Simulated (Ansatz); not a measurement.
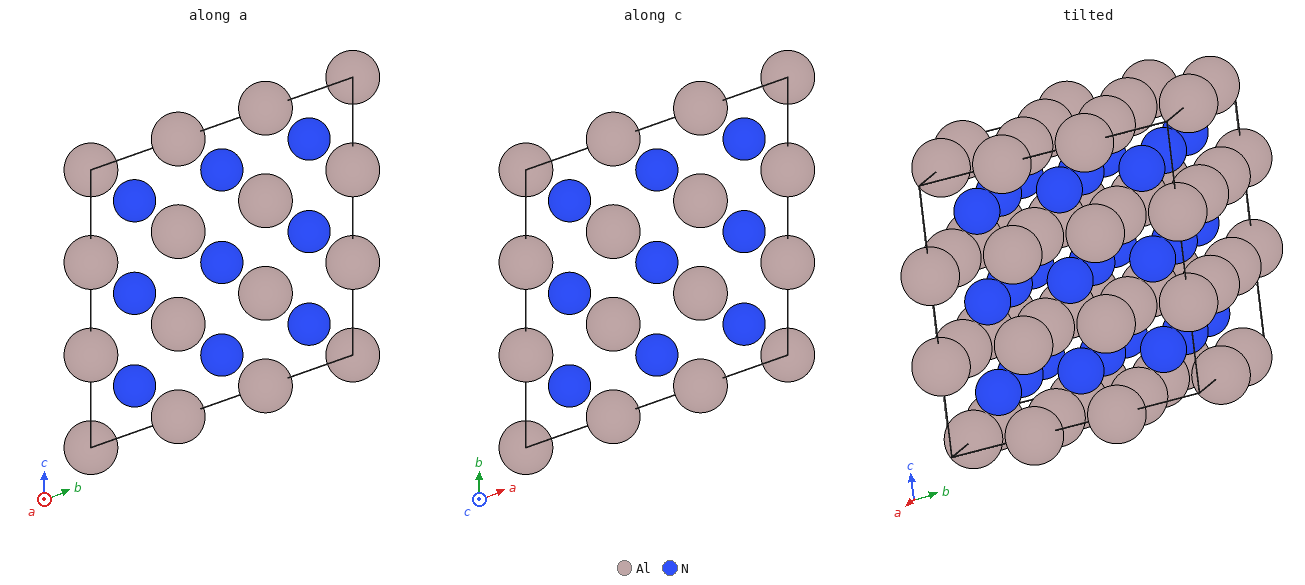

Spheres-only drawing of the structure, looking along the a axis, along the c axis and slightly off an axis. The simulation cell is drawn as a box.

The structure is one of Al$_{26}$N$_{27}$. The lattice is face-centred cubic and the space group Fm-3m (No. 225). Counting shared atoms by their share gives 26 Al, 27 N, or 53 atoms. The Al atoms are each bonded to six N in an octahedral arrangement.

Its origin is an entry, possibly a prediction, of the Crystallography Open Database, repeated into a supercell with a point defect put in. Earlier steps of the study may have refined or changed the cell and positions. An electronic-structure calculation with Ansatz was run on it.

At this level of theory the cell isn't at rest (compressed, at 22 GPa and forces up to 2.2 eV/Å), so its distances can differ from those at equilibrium, the more so the softer the solid.
